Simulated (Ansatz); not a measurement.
**ScAl$_{3}$N$_{4}$: density, localisation and related maps**

```
CELL_PARAMETERS angstrom
6.66946 0.00000 0.00000
0.00000 5.77402 0.00000
0.00000 0.00000 5.26160
ATOMIC_POSITIONS crystal
Sc 0.00000 0.83670 0.99271
Sc 0.50000 0.16330 0.49271
Al 0.00000 0.18004 0.50611
Al 0.50000 0.81996 0.00611
Al 0.24978 0.33848 0.00630
Al 0.74978 0.66152 0.50630
Al 0.25022 0.66152 0.50630
Al 0.75022 0.33848 0.00630
N 0.00000 0.19457 0.87967
N 0.00000 0.84103 0.41573
N 0.23478 0.34384 0.37909
N 0.76522 0.34384 0.37909
N 0.50000 0.80543 0.37967
N 0.50000 0.15897 0.91573
N 0.73478 0.65616 0.87909
N 0.26522 0.65616 0.87909
```

Space group Pmn2₁; a generated structure, not necessarily the stable one; changed on purpose from its base cell (volume × 1.10, shape and atoms relaxed); computed pressure about −14 GPa in this cell.

Level of theory: Ansatz 0.2.0, DFT PBE, scalar-relativistic, plane waves, PAW.

In a PAW calculation such maps are meaningful between the atoms, not at the nuclei.

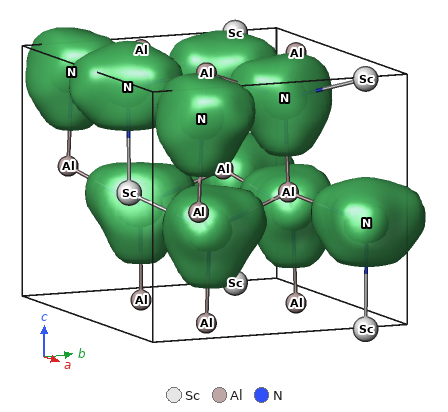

Figure 1. Isosurface of the electron localisation function at 0.7 (green), seen slightly off an axis. Core shells and regions of very low density are left out. Sticks mark near contacts.

> Describe the localisation domains.

At this value the surface marks out eight regions on N in which the atom's valence shell and bonds are merged, counted in one cell of 16 atoms. Any copies at cell faces, edges or corners count once. Profiles from the grid: Al–N (1.95 Å): the ELF peaks at about 0.90 in the valence shell of N, 0.8 Å from its nucleus, and is about 0.85 at the midpoint. Sc–N (2.14 Å): the ELF peaks at about 0.85 in the valence shell of N, 0.7 Å from its nucleus, and is about 0.25 at the midpoint; no localised pair shows between them.

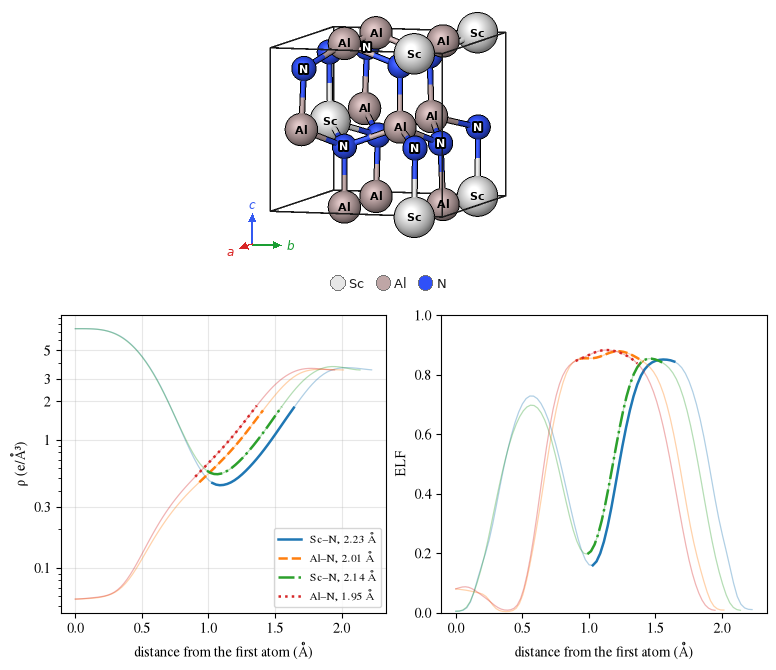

Figure 2. Valence pseudo-density and ELF along straight lines between neighbouring atoms. Thin, pale parts lie inside the atomic spheres. The structure is drawn too.

> What can be read from the curves?

Sc–N (2.23 Å): the density is about 0.44 e/Å³ at the midpoint; the ELF peaks at about 0.85 in the valence shell of N, 0.7 Å from its nucleus, and is about 0.25 at the midpoint (no shared electron pair shows on this line).
Al–N (2.01 Å): ρ at the midpoint is about 0.55 e/Å³; the ELF peaks at about 0.90 in the valence shell of N, 0.8 Å from its nucleus, and is about 0.85 at the midpoint.
Sc–N (2.14 Å): ρ is about 0.54 e/Å³ halfway; the ELF peaks at about 0.85 in the valence shell of N, 0.7 Å from its nucleus, and is about 0.25 at the midpoint: no shared electron pair shows on this line.
Al–N (1.95 Å): ρ is about 0.62 e/Å³ halfway; the ELF peaks at about 0.90 in the valence shell of N, 0.8 Å from its nucleus, and is about 0.85 at the midpoint.

> Metal or insulator at this level of theory?

It is gapped, with a Kohn–Sham gap of 3.2 eV on the k-point mesh, an upper bound to the gap of this method.
